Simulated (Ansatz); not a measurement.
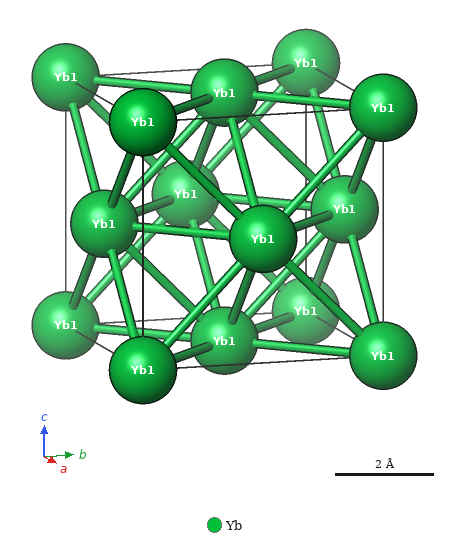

The structure as given in the input (ball-and-stick view of the cell 4 times as large as that of the calculation, set on its symmetry axes, seen slightly off an axis; atoms are numbered from 1 in the order of the input). Near neighbours in the crystal (not all of them lie inside the picture): Yb has 12 Yb at 3.68 Å.

**Geometry relaxation of Yb**

System: Yb (1 atom in the cell).
Method: DFT r2SCAN, scalar-relativistic, plane waves, PAW, no spin polarisation (Ansatz 0.2.0).

Figures and captions count atoms from 1; the log counts them from 0 in places.

### The input
```yaml
crystal:
  lattice:
    - [0.0, 2.6002200056, 2.6002200056]
    - [2.6002200056, 0.0, 2.6002200056]
    - [2.6002200056, 2.6002200056, 0.0]
  atoms:
    - { symbol: Yb, position: [0.0, 0.0, 0.0] }
basis:
  ecutwfc: 500
kpoints:
  mp_grid: { grid: [14, 14, 14] }
hamiltonian:
  xc: r2scan
scf:
  occupations: { method: gaussian, width: 0.1 }
output:
  forces: true
  stress: true
  eigenvalues: true
relax:
  adjacent_minimum: "off"
  f_tol: 0.005
  max_steps: 80
  cell: { stress_tol: 0.05 }
```

Hardware: 4 threads of Intel Xeon @ 2.90GHz (Ice Lake), 16 GiB of memory available, shared host.

Run as:
```bash
ansatz run input.yaml --threads 4 --pin off --max-ram 10240MiB --backend cpu --events-out ev --progress --plain --runs-dir out
```

### Log
```
Engine: ansatz 0.2.0, x86_64-unknown-linux-gnu
Pseudopotentials: kind: paw
Pseudopotential: Yb, paw, valence charge 24, recommended cutoff 500 eV (meta_gga), Yb.paw.azcp
Functional definition: r2SCAN
  parameter k0 = 0.174
  parameter k1 = 0.065
  parameter a1 = 4.9479
  exchange = r2scan_x(k0 = k0, k1 = k1, a1 = a1)
  correlation = r2scan_c
Crystal: 1 atoms, lattice volume = 35.161 Å³
Basis set: ecut = 500 eV, 893 PW (Γ), exchange–correlation on 108×108×108 points (64 copies of the dense FFT grid, shifted against one another)
Bands: 16, of which v1, the nominal top of the filled ones, is band 12 counted from 1 (11 counted from 0)
Symmetry: 48 space group operations
Space group: Fm-3m (ITA 225), of the structure as read, at distance tolerance 3.3e-5 Å
k-points: 104 of 2744
Non-local potential: Yb, projectors of the file, l = 0: 3, l = 1: 2, l = 2: 2, l = 3: 3
PAW form: soft (Blöchl's): semilocal exchange-correlation on the pseudo side does not see the compensation charge
PAW frozen core: Yb, regenerated for the run's functional (the file was generated under x = pbe(κ = 0.804, μ = 0.2195149727645171), c = pbe(β = 0.06672455060314922))
PAW one-centre angular grid: Yb, 2702 points (default); XC on 160 Gauss nodes
Initial density: superposition of atomic densities (neutral atoms: chi_scale 0, normalization atom), corrected by the library's trained network
Initial wavefunctions: pseudopotential atomic-orbital guess
Functional: x = r2scan, c = r2scan; τ floored in thin density (d = 2e-4 eV/Å³)
SCF iter   1: F=—  HF=-13805.906136 eV  |F-HF|=—  |Δ(HF+E_count)|=         —  Δρ=3.79e-2  dr2=4.30e-1  dr2_τ=1.33e-3  ethr=1.77e-3  ⟨swp⟩=5.4  Hψ=8661  notcnv=0
preconditioner: auto → Kerker (q_TF=auto, 2.560 Å⁻¹)  [metal: Δε(μ)=0.094 eV  Ē_g=10.814 eV  σ=0.100 eV  W_gap=0.49  n_scr=14 (ndim 8)  ℏωp=29.4 eV  f_vac=0.000  D(μ)=0.52/eV (n_scr^D=0)]
SCF iter   2: F=—  HF=-13807.059871 eV  |F-HF|=—  |Δ(HF+E_count)|=    1.15e0  Δρ=2.88e-1  dr2=2.35e1  dr2_τ=3.23e-2  ethr=1.77e-3  ⟨swp⟩=4.7  Hψ=5262  notcnv=0  defer=1  recentre
SCF iter   3: F=—  HF=-13805.878576 eV  |F-HF|=—  |Δ(HF+E_count)|=    1.18e0  Δρ=2.87e-2  dr2=2.52e-1  dr2_τ=6.68e-4  ethr=1.77e-3  ⟨swp⟩=3.0  Hψ=4376  notcnv=0
SCF iter   4: F=—  HF=-13805.838175 eV  |F-HF|=—  |Δ(HF+E_count)|=   4.04e-2  Δρ=8.36e-3  dr2=2.28e-2  dr2_τ=2.29e-4  ethr=1.05e-3  ⟨swp⟩=2.6  Hψ=3568  notcnv=0
SCF iter   5: F=—  HF=-13805.841568 eV  |F-HF|=—  |Δ(HF+E_count)|=   3.39e-3  Δρ=1.00e-2  dr2=3.08e-2  dr2_τ=5.02e-5  ethr=9.50e-5  ⟨swp⟩=1.1  Hψ=1670  notcnv=0
SCF iter   6: F=—  HF=-13805.838176 eV  |F-HF|=—  |Δ(HF+E_count)|=   3.39e-3  Δρ=2.35e-3  dr2=1.69e-3  dr2_τ=3.94e-6  ethr=9.50e-5  ⟨swp⟩=1.0  Hψ=1664  notcnv=0
SCF iter   7: F=—  HF=-13805.838323 eV  |F-HF|=—  |Δ(HF+E_count)|=   1.47e-4  Δρ=2.64e-3  dr2=2.06e-3  dr2_τ=9.56e-6  ethr=7.05e-6  ⟨swp⟩=2.1  Hψ=2850  notcnv=0
SCF iter   8: F=—  HF=-13805.838346 eV  |F-HF|=—  |Δ(HF+E_count)|=   2.24e-5  Δρ=2.67e-3  dr2=2.06e-3  dr2_τ=5.89e-6  ethr=7.05e-6  ⟨swp⟩=1.0  Hψ=1728  notcnv=0
SCF iter   9: F=—  HF=-13805.838167 eV  |F-HF|=—  |Δ(HF+E_count)|=   1.79e-4  Δρ=8.00e-4  dr2=1.92e-4  dr2_τ=7.03e-8  ethr=7.05e-6  ⟨swp⟩=1.0  Hψ=1664  notcnv=0
SCF iter  10: F=—  HF=-13805.838164 eV  |F-HF|=—  |Δ(HF+E_count)|=   2.39e-6  Δρ=7.28e-4  dr2=1.56e-4  dr2_τ=2.34e-7  ethr=7.99e-7  ⟨swp⟩=2.1  Hψ=2971  notcnv=0
SCF iter  11: F=—  HF=-13805.838144 eV  |F-HF|=—  |Δ(HF+E_count)|=   2.00e-5  Δρ=1.67e-4  dr2=6.96e-6  dr2_τ=7.18e-8  ethr=6.48e-7  ⟨swp⟩=2.3  Hψ=2409  notcnv=0
SCF iter  12: F=—  HF=-13805.838144 eV  |F-HF|=—  |Δ(HF+E_count)|=   3.55e-7  Δρ=5.76e-5  dr2=7.65e-7  dr2_τ=5.39e-8  ethr=2.90e-8  ⟨swp⟩=2.0  Hψ=2629  notcnv=0
SCF iter  13: F=—  HF=-13805.838144 eV  |F-HF|=—  |Δ(HF+E_count)|=   9.77e-8  Δρ=1.93e-5  dr2=1.42e-7  dr2_τ=6.82e-9  ethr=3.19e-9  ⟨swp⟩=2.7  Hψ=2561  notcnv=0
SCF iter  14: F=-13805.838144 eV  HF=-13805.838144 eV  |F-HF|=8.73e-9  |Δ(HF+E_count)|=  8.00e-11  Δρ=2.93e-6  dr2=3.91e-9  dr2_τ=4.31e-11  ethr=4.17e-10  ⟨swp⟩=4.4  Hψ=5999  notcnv=0
SCF 1 converged in 14 iterations: F = -13805.838144 eV  dr2 = 3.91e-9
  greatest PAW one-centre occupation: 0.997 electrons in one spin orbital (limit 2), on the Yb atom at site 0 (counted from 0), in its partial waves of l = 0
relax step   1: F+E_penalty+E_count = -13805.83814384 eV  Δ(F+E_penalty+E_count) = +0.000e0 eV  max|allowed force component| = 0.000e0 eV/Å  Δτ_max = 0.0000 Å  P = -0.020 GPa  Ω = 35.161 Å³  (14 SCF iters, dr2 threshold 1.00e-7 eV, accepted)
Initial density: handed on by an earlier stage of this run
Initial wavefunctions: pseudopotential atomic-orbital guess (no wavefunctions were taken with the density)
iter 1 solved again at ethr=3.49e-8 eV; its pass at ethr=3.10e-3 eV (dr2=8.37e-6 eV) is discarded
SCF iter   1: F=—  HF=-13805.838144 eV  |F-HF|=—  |Δ(HF+E_count)|=         —  Δρ=2.53e-6  dr2=3.31e-9  dr2_τ=4.25e-11  ethr=3.49e-8  ⟨swp⟩=4.3  Hψ=14580  notcnv=0
preconditioner: auto → Kerker (q_TF=auto, 2.560 Å⁻¹)  [metal: Δε(μ)=0.035 eV  Ē_g=10.400 eV  σ=0.100 eV  W_gap=0.19  n_scr=14 (ndim 8)  ℏωp=29.4 eV  f_vac=0.000  D(μ)=0.78/eV (n_scr^D=0)]
SCF iter   2: F=—  HF=-13805.838144 eV  |F-HF|=—  |Δ(HF+E_count)|=   2.53e-7  Δρ=1.38e-5  dr2=5.01e-8  dr2_τ=4.79e-11  ethr=1.38e-11  ⟨swp⟩=3.4  Hψ=4054  notcnv=0
SCF iter   3: F=—  HF=-13805.838144 eV  |F-HF|=—  |Δ(HF+E_count)|=   4.46e-9  Δρ=9.69e-7  dr2=2.16e-10  dr2_τ=2.67e-11  ethr=1.38e-11  ⟨swp⟩=2.1  Hψ=2879  notcnv=0
SCF iter   4: F=—  HF=-13805.838144 eV  |F-HF|=—  |Δ(HF+E_count)|=   1.44e-9  Δρ=6.47e-6  dr2=1.17e-8  dr2_τ=3.77e-12  ethr=1.00e-12  ⟨swp⟩=3.2  Hψ=3330  notcnv=0
SCF iter   5: F=—  HF=-13805.838144 eV  |F-HF|=—  |Δ(HF+E_count)|=   1.12e-9  Δρ=5.97e-7  dr2=8.56e-11  dr2_τ=4.03e-12  ethr=1.00e-12  ⟨swp⟩=3.1  Hψ=3288  notcnv=0
SCF iter   6: F=-13805.838144 eV  HF=-13805.838144 eV  |F-HF|=7.28e-12  |Δ(HF+E_count)|=  3.64e-12  Δρ=6.56e-8  dr2=1.23e-12  dr2_τ=1.73e-13  ethr=1.00e-12  ⟨swp⟩=5.2  Hψ=8947  notcnv=0
SCF 2 converged in 6 iterations: F = -13805.838144 eV  dr2 = 1.23e-12
relax step   2: F+E_penalty+E_count = -13805.83814385 eV  Δ(F+E_penalty+E_count) = -9.371e-9 eV  max|allowed force component| = 0.000e0 eV/Å  Δτ_max = 0.0000 Å  P = -0.020 GPa  Ω = 35.161 Å³  stress off target by 2.00e-2 GPa  SCF on the basis re-selected at this cell (its energy is not comparable with the rows above)  (6 SCF iters)
```

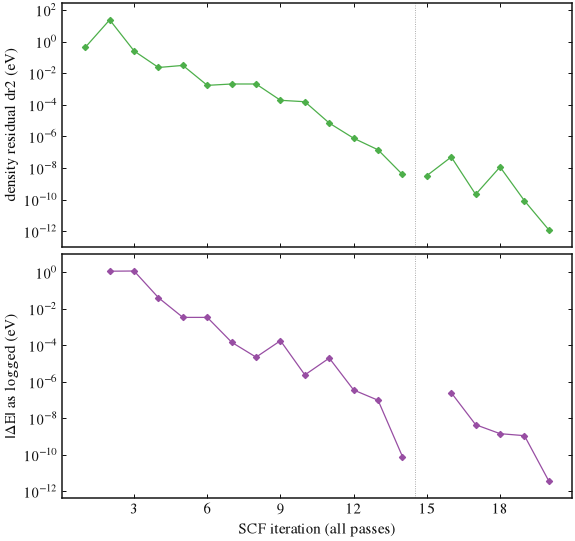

Convergence of the self-consistent field: density residual dr2 and size of the energy change against the SCF iteration. The dotted lines part the SCF passes of the relaxation: geometry steps, rejected trials and re-solves on a re-selected basis. The passes take 14 and 6 iterations.

```
basis re-selected at this cell: Δ(F+E_penalty+E_count) = -9.371e-9 eV, ΔP = +0.000 GPa vs the last step (what re-selecting the basis moved, of the pressure what is left beyond the Pulay correction that the steps carried, after the strain that the cell walked since its last selection, with what the two solves' SCF thresholds leave and, on support functions, any second-order correction that the steps lacked; it is no measure of the basis error at this ecutwfc). This SCF's stress stands 2.00e-2 GPa from its target on what of the cell is left free (relax.cell.stress_tol is 5.00e-2 GPa) and its largest allowed force component is 0.00e0 eV/Å (relax.f_tol is 5.00e-3 eV/Å): within both
SCF converged after 6 iterations
Free energy (F): -13805.838144 eV
Harris-Foulkes:  -13805.838144 eV  (|F-HF|=7.28e-12)
Internal energy: -13805.834253 eV  (E = F + TS)
E sigma→0 (E₀):  -13805.836198 eV
Entropy (-TS):   -0.003891 eV (-3.891 meV/atom)
Fermi energy:    10.886463 eV
--- Per-component energies (eV) ---
  E_band       = -4.107396
  E_kinetic    = 354.593087
  E_local      = -6244.044001  (includes V_loc(G=0)·N_el)
  E_nonlocal   = 545.344748
  E_hartree    = 2717.159196
  E_xc         = -159.944832
  E_vxc        = -228.097281  (∫ρ·V_xc dr)
  E_paw        = -7363.587217  (= ΣΔE_a)
  E_vpaw       = 119.616543  (= ΣTr[D̂ρ^β])
  E_aug_tail   = 0.000002  (compensation charges beyond the density's cutoff)
  E_vtau       = 14.161114  (kinetic-family band-sum trace: ∫τ·v_τ [+ j·A + Jᵃ·Aᵃ] dr)
  E_ewald      = -3656.204442
  E_core_change = 0.849206  (= ΣΔE_core)
  E_smearing   = -0.003891  (= −TS)
  E_closure    = -0.000000  (closes the sum)
  Σ components = -13805.838144   (vs F -13805.838144, Δ=0.00e0)
--- Forces (eV/Å), atoms counted from 1 ---
  atom   1  Yb     0.00000000     0.00000000    -0.00000000
  max |Σ_I F_I| component: 2.10e-29 eV/Å
--- Stress (GPa, compression-positive) ---
       -0.019954       0.000000      -0.000000
        0.000000      -0.019954       0.000000
        0.000000      -0.000000      -0.019954
  P = ⅓ Tr σ = -0.0200 GPa (-0.200 kbar)
--- Band table (eV; the first three rows and the last of 104) ---
  k-point 0: bands = ["-42.3369", "-13.9138", "-13.9138", "-13.9138", "5.4389", "10.4233", "10.4993", "10.4993", "10.4993", "10.5579", "10.5579", "10.5579", "14.0989", "14.0989", "14.0989", "16.3501"]
  k-point 1: bands = ["-42.3359", "-13.9330", "-13.9162", "-13.9162", "5.5653", "10.4246", "10.4969", "10.5023", "10.5023", "10.5511", "10.5511", "10.5581", "13.9116", "14.1634", "14.1634", "16.2645"]
  k-point 2: bands = ["-42.3332", "-13.9863", "-13.9231", "-13.9231", "5.9340", "10.4285", "10.4903", "10.5101", "10.5101", "10.5344", "10.5344", "10.5586", "13.4475", "14.3074", "14.3074", "16.1070"]
  k-point 103: bands = ["-42.3108", "-14.1794", "-14.1315", "-14.0510", "10.3422", "10.4291", "10.4593", "10.4604", "10.5125", "10.5263", "10.5874", "10.8180", "11.5695", "11.9149", "14.3205", "18.4396"]
--- Relaxed structure (1 steps of the walk, 1 accepted, 1 SCFs on fresh bases) ---
  F+E_penalty+E_count = -13805.83814385 eV   max|allowed force component| = 0.000e0 eV/Å   (the final SCF, on the basis selected at the relaxed cell)
  cell:  # Å, volume = 35.1609 Å³
    - [0.0, 2.6002200056, 2.6002200056]
    - [2.6002200056, 0.0, 2.6002200056]
    - [2.6002200056, 2.6002200056, 0.0]
  atoms:
    - { symbol: Yb, position: [0.0, 0.0, 0.0] }
```

### Trajectory as extended XYZ (Å, eV, eV/Å), 2 frames, from step=1 to step=2
```
1
Lattice="0.0000 2.6002 2.6002 2.6002 0.0000 2.6002 2.6002 2.6002 0.0000" Properties=species:S:1:pos:R:3:forces:R:3 step=1 energy=-13805.83814 pressure_GPa=-0.02
Yb    0.0000    0.0000    0.0000    0.0000   0.0000   0.0000
1
Lattice="0.0000 2.6002 2.6002 2.6002 0.0000 2.6002 2.6002 2.6002 0.0000" Properties=species:S:1:pos:R:3:forces:R:3 step=2 energy=-13805.83814 pressure_GPa=-0.02
Yb    0.0000    0.0000    0.0000    0.0000   0.0000   0.0000
```

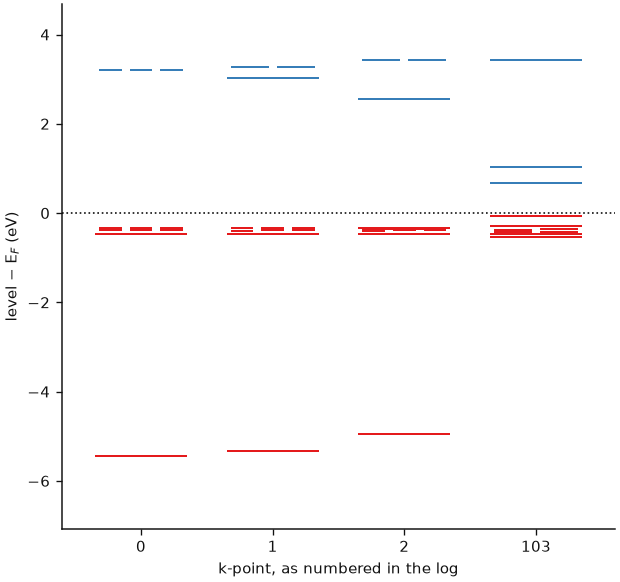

Kohn–Sham levels near the Fermi level (dotted) at the few k-points that the log prints; levels within 0.02 eV of each other stand side by side. Among these points the highest filled and lowest empty levels are 0.75 eV apart; the gap on the full mesh, 0.03 eV, has an edge at a point that isn't printed.

### Results in brief

- outcome: converged
- space group (tolerance 0.01 Å): Fm-3m (225)
- electrons treated: 24
- free energy: −13805.8381 eV
- Fermi energy: 10.886 eV
- gap on the k-point mesh: 0.03 eV
- pressure: −0.02 GPa
- final volume: 35.16 Å³
- largest force (length of the vector) at the end: under 0.001 eV/Å
- final cell: a = 3.677 Å, b = 3.677 Å, c = 3.677 Å, α = 60.00°, β = 60.00°, γ = 60.00°
- wall time: 6.3 s (CPU time 22 s)
- peak memory: 0.54 GiB
